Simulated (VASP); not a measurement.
## TaN: one change and its effect

System: TaN (6 atoms in the cell).
Method of the first run: Kohn-Sham DFT of a periodic cell, PBEsol, DFT+U, VASP PAW PBE potentials, recommended, spin-polarised (VASP 6.6.1).

The structure derives from an entry of the Crystallography Open Database. 

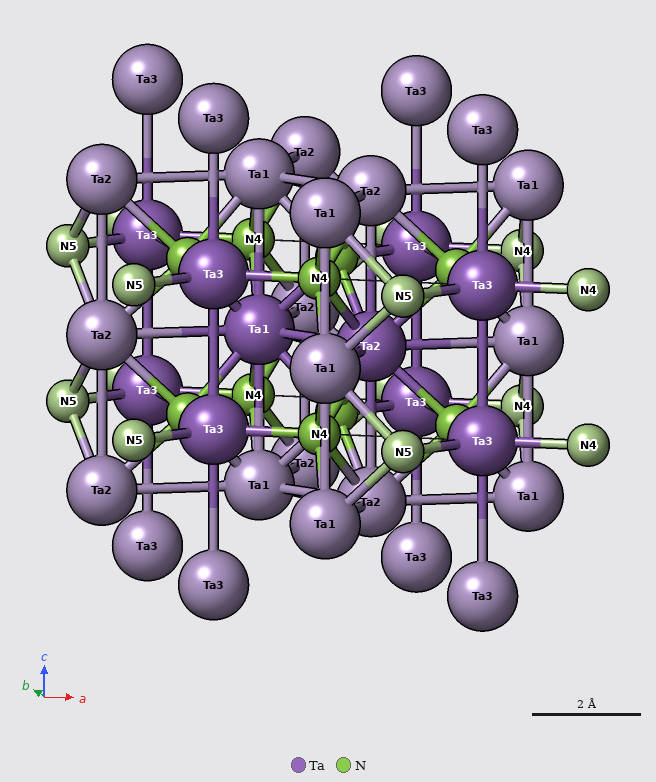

Fig. 1: The structure as given in the input (ball-and-stick view of the cell of the calculation, seen slightly off an axis; neighbours outside the cell are drawn fainter; atoms are numbered from 1 in the order of the input).

INCAR, the first run:
```
PREC     = Accurate       # precision mode
ENCUT    = 520            # plane-wave cutoff, eV
EDIFF    = 1E-6           # SCF threshold, eV
ISMEAR   = 0              # smearing method
SIGMA    = 0.05           # smearing width, eV
LREAL    = F              # projectors in reciprocal space
LASPH    = T              # aspherical terms in the spheres
NELM     = 100            # most SCF steps
ALGO     = Fast           # electronic algorithm
ISIF     = 2              # what is computed and relaxed
LWAVE    = F              # write WAVECAR
LCHARG   = F              # write CHGCAR
ISPIN    = 2              # spin polarisation
MAGMOM   = 0.5 -0.5 0.5 0 0 0 # initial moments
LORBIT   = 11             # projections on sites
LMAXMIX  = 4              # l up to which the mixer works
LDAU     = T              # DFT+U
LDAUTYPE = 2            
LDAUL    = 2 -1           # shell
LDAUU    = 2 0            # U, eV
LDAUJ    = 0 0          
LDAUPRINT= 1            
GGA      = PS             # functional
```

KPOINTS, the first run:
```
Automatic mesh
0
Gamma
  5 5 8
```

POSCAR, the first run:
```
TaN
1.0
    5.1960001500      0.0000000000      0.0000000000
   -2.5980000800      4.4998681300      0.0000000000
    0.0000000000      0.0000000000      2.9109996000
Ta N
3 3
Direct
    0.3333333333      0.6666666667      0.5000000000
    0.6666666667      0.3333333333      0.5000000000
    0.0000000000      0.0000000000      0.0000000000
    0.3928500000      0.0000000000      0.0000000000
    0.6071500000      0.6071500000      0.0000000000
    0.0000000000      0.3928500000      0.0000000000
```

Launched with:
```bash
cat potpaw_PBE.64/Ta_pv/POTCAR potpaw_PBE.64/N/POTCAR > POTCAR
mpirun -np 1 vasp_std > vasp.out
```

Hardware: 1 thread of Intel Xeon (Sapphire Rapids), 256 GiB of memory available, shared host.

OSZICAR and lines of OUTCAR (the first run):
```
N       E                     dE             d eps       ncg     rms          rms(c)
DAV:   1     0.454168430479E+03    0.45417E+03   -0.26580E+04  2808   0.177E+03
DAV:   2    -0.479129481844E+02   -0.50208E+03   -0.49047E+03  3360   0.500E+02
DAV:   3    -0.753796232784E+02   -0.27467E+02   -0.27074E+02  3404   0.110E+02
DAV:   4    -0.759188844319E+02   -0.53926E+00   -0.53572E+00  3368   0.150E+01
DAV:   5    -0.759330302090E+02   -0.14146E-01   -0.14078E-01  3440   0.190E+00    0.436E+01
RMM:   6    -0.656282989542E+02    0.10305E+02   -0.51375E+01  3687   0.332E+01    0.194E+01
RMM:   7    -0.660985636568E+02   -0.47026E+00   -0.99216E+00  3684   0.153E+01    0.817E+00
RMM:   8    -0.659590725229E+02    0.13949E+00   -0.11820E+00  3361   0.577E+00    0.300E+00
RMM:   9    -0.659680751710E+02   -0.90026E-02   -0.24635E-01  3699   0.259E+00    0.927E-01
RMM:  10    -0.659659788076E+02    0.20964E-02   -0.79379E-02  3784   0.119E+00    0.315E-01
RMM:  11    -0.659672877423E+02   -0.13089E-02   -0.17060E-02  3881   0.610E-01    0.179E-01
RMM:  12    -0.659669288659E+02    0.35888E-03   -0.32535E-03  3548   0.343E-01    0.746E-02
RMM:  13    -0.659670029995E+02   -0.74134E-04   -0.74085E-04  3764   0.142E-01    0.502E-02
RMM:  14    -0.659669790956E+02    0.23904E-04   -0.14127E-04  3699   0.645E-02    0.178E-02
RMM:  15    -0.659669797480E+02   -0.65233E-06   -0.50382E-05  3501   0.327E-02    0.631E-03
RMM:  16    -0.659669806830E+02   -0.93505E-06   -0.11983E-05  2650   0.136E-02    0.196E-03
RMM:  17    -0.659669809954E+02   -0.31241E-06   -0.38284E-06  2110   0.650E-03
   1 F= -.65966981E+02 E0= -.65965634E+02  d E =-.269438E-02  mag=     0.0000
[... from OUTCAR:]
  free energy    TOTEN  =       -65.96698100 eV
  energy without entropy =      -65.96428661  energy(sigma->0) =      -65.96563380
 E-fermi :   8.6273     XC(G=0): -13.1689     alpha+bet :-14.3875
  free  energy   TOTEN  =       -65.9669809954 eV
  energy  without entropy=      -65.9642866109  energy(sigma->0) =      -65.96563380
```

The input of the second run differs as follows (lines with − go, lines with + come):
```diff
-MAGMOM   = 0.5 -0.5 0.5 0 0 0 # initial moments
+MAGMOM   = 0.5 0.5 0.5 0 0 0 # initial moments
```

Predict how the results change.

The energy is the same within 0.01 meV per atom. The SCF takes 16 iterations against 17.

OSZICAR and lines of OUTCAR (the second run):
```
N       E                     dE             d eps       ncg     rms          rms(c)
DAV:   1     0.454012336356E+03    0.45401E+03   -0.26328E+04  2916   0.171E+03
DAV:   2    -0.477566778303E+02   -0.50177E+03   -0.48670E+03  3404   0.490E+02
DAV:   3    -0.753308073887E+02   -0.27574E+02   -0.27237E+02  3541   0.109E+02
DAV:   4    -0.759050796841E+02   -0.57427E+00   -0.57064E+00  3552   0.153E+01
DAV:   5    -0.759195076646E+02   -0.14428E-01   -0.14415E-01  3609   0.193E+00    0.436E+01
RMM:   6    -0.656135630745E+02    0.10306E+02   -0.47591E+01  3780   0.315E+01    0.194E+01
RMM:   7    -0.660945731457E+02   -0.48101E+00   -0.98767E+00  3799   0.151E+01    0.821E+00
RMM:   8    -0.659596044325E+02    0.13497E+00   -0.11064E+00  3510   0.536E+00    0.287E+00
RMM:   9    -0.659673747453E+02   -0.77703E-02   -0.23591E-01  3957   0.236E+00    0.829E-01
RMM:  10    -0.659664013018E+02    0.97344E-03   -0.61689E-02  3933   0.103E+00    0.323E-01
RMM:  11    -0.659670954385E+02   -0.69414E-03   -0.11265E-02  3969   0.514E-01    0.157E-01
RMM:  12    -0.659669660941E+02    0.12934E-03   -0.20774E-03  3695   0.271E-01    0.688E-02
RMM:  13    -0.659670126636E+02   -0.46569E-04   -0.43536E-04  3838   0.118E-01    0.467E-02
RMM:  14    -0.659669815733E+02    0.31090E-04   -0.89071E-05  3826   0.530E-02    0.171E-02
RMM:  15    -0.659669807595E+02    0.81378E-06   -0.27477E-05  3340   0.248E-02    0.541E-03
RMM:  16    -0.659669811482E+02   -0.38867E-06   -0.47492E-06  2644   0.109E-02
   1 F= -.65966981E+02 E0= -.65965634E+02  d E =-.269420E-02  mag=    -0.0000
[... from OUTCAR:]
  free energy    TOTEN  =       -65.96698115 eV
  energy without entropy =      -65.96428694  energy(sigma->0) =      -65.96563405
 E-fermi :   8.6272     XC(G=0): -13.1689     alpha+bet :-14.3875
  free  energy   TOTEN  =       -65.9669811482 eV
  energy  without entropy=      -65.9642869434  energy(sigma->0) =      -65.96563405
```

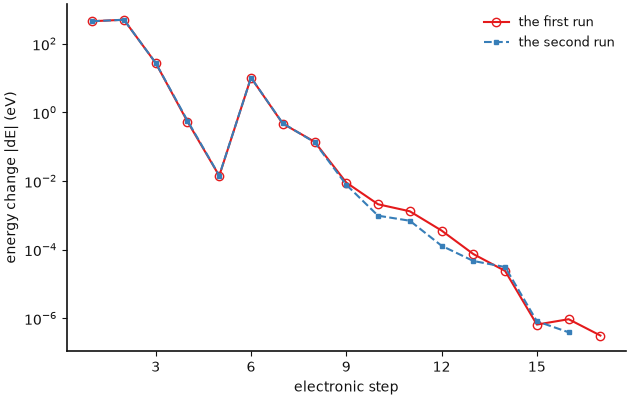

Fig. 2: Convergence of the two runs: energy change |dE| against the electronic step. The first run takes 17 steps in all, and the second run takes 16.

The two runs side by side:

| quantity | the first run | the second run |
| --- | --- | --- |
| outcome | converged | converged |
| free energy per atom (eV) | −10.9945 | −10.9945 |
| energy per atom, smearing taken to zero (eV) | −10.9943 | −10.9943 |
| gap on the mesh (eV) | 0.00 | 0.00 |
| net moment of the cell (μB) | 0.00 | 0.00 |
| pressure (GPa) | 3.00 | 3.01 |
| largest force (eV/Å) | 0.110 | 0.110 |
| SCF iterations | 17 | 16 |
| irreducible k-points | 25 | 25 |
| plane waves at Γ | 1860 | 1860 |

For both runs: Spin–orbit coupling is left out, which matters for Ta.
